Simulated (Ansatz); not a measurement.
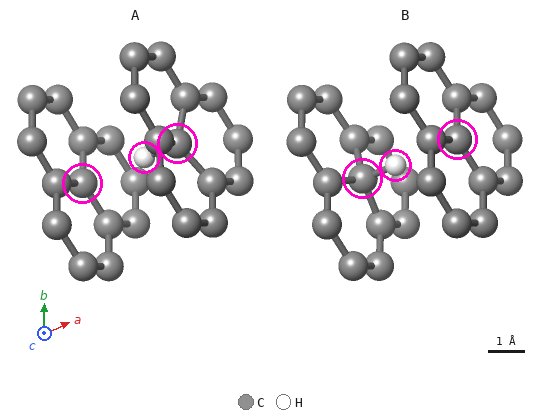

The two relaxed end points of a path for a defect cell of composition HC32 (33 atoms in the cell). A ball-and-stick model of the atoms within 3.9 Å of the middle of the path, seen along the c axis. The atoms that move most are ringed. Bonds to atoms that aren't drawn are left out.

Theory: Ansatz 0.2.0, DFT PBE+D3(BJ), scalar-relativistic, plane waves, PAW.

Settings: plane-wave cutoff 420 eV; k-point mesh 4 × 4 × 4; Gaussian smearing 0.1 eV; 5 movable images; climbing image.

**Predict the minimum-energy path and its barrier.**

The two ends have the same energy, and the highest point, image 3, lies 0.48 eV above the start. The H atom travels furthest, 0.65 Å from end to end, along −a, on a straight line. It doesn't move alone: C (0.35 Å), C (0.35 Å) move with it. Breaking: C–H (1.13 → 2.13 Å). Forming: C–H (2.13 → 1.13 Å). The band is converged.

Energies of the converged images:

```csv
image,path (Å),E (eV)
0,0.00,0.000
1,0.21,0.032
2,0.42,0.216
3,0.63,0.476
4,0.83,0.216
5,1.04,0.032
6,1.25,0.000
```

The geometry at the top of the path:

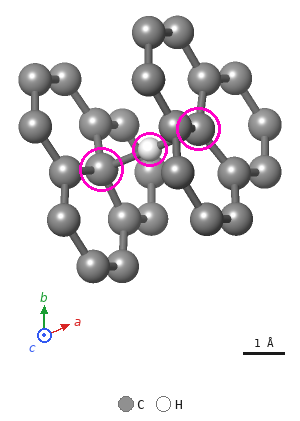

Limits of the set-up: the periodic images lie only 7.1 Å apart, so the values are limited by the cell's size.
